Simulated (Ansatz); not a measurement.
Structure data:

```
CELL_PARAMETERS angstrom
2.75138 0.00000 0.00000
0.00000 4.76553 0.00000
0.00000 0.00000 4.46229
ATOMIC_POSITIONS crystal
Ir 0.50000 0.11945 0.75000
Ir 0.00000 0.38055 0.25000
Ir 0.00000 0.61945 0.75000
Ir 0.50000 0.88055 0.25000
```

Q: What would you see if this were drawn?

A: The element is iridium. Space group: Cmcm (No. 63). Lattice: base-centred orthorhombic. The cell holds four atoms.

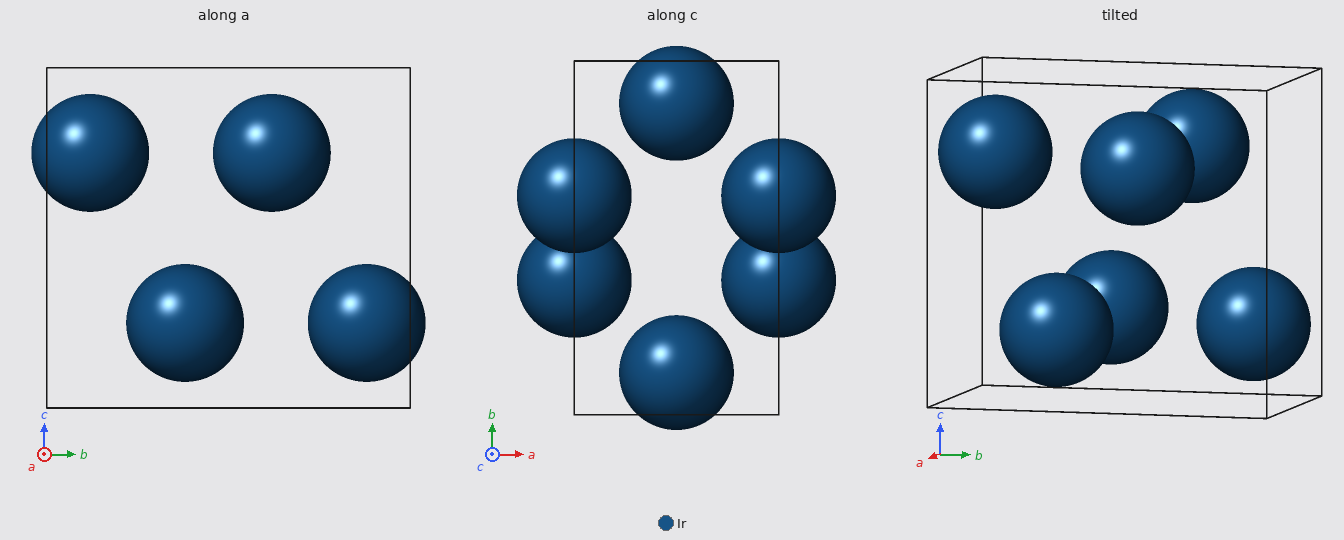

The crystal in a spheres-only representation, seen along the a axis, along the c axis and slightly off an axis. One conventional unit cell is outlined, and atoms on its boundary appear in each equivalent place.

Starting structure: a structure listed in the Materials Project. The cell was then strained or its atoms displaced on purpose. An electronic-structure calculation with Ansatz was run on it.

At this level of theory the run's own cell isn't at rest (forces up to 1.7 eV/Å), so its distances can differ from those at equilibrium, the more so the softer the solid.
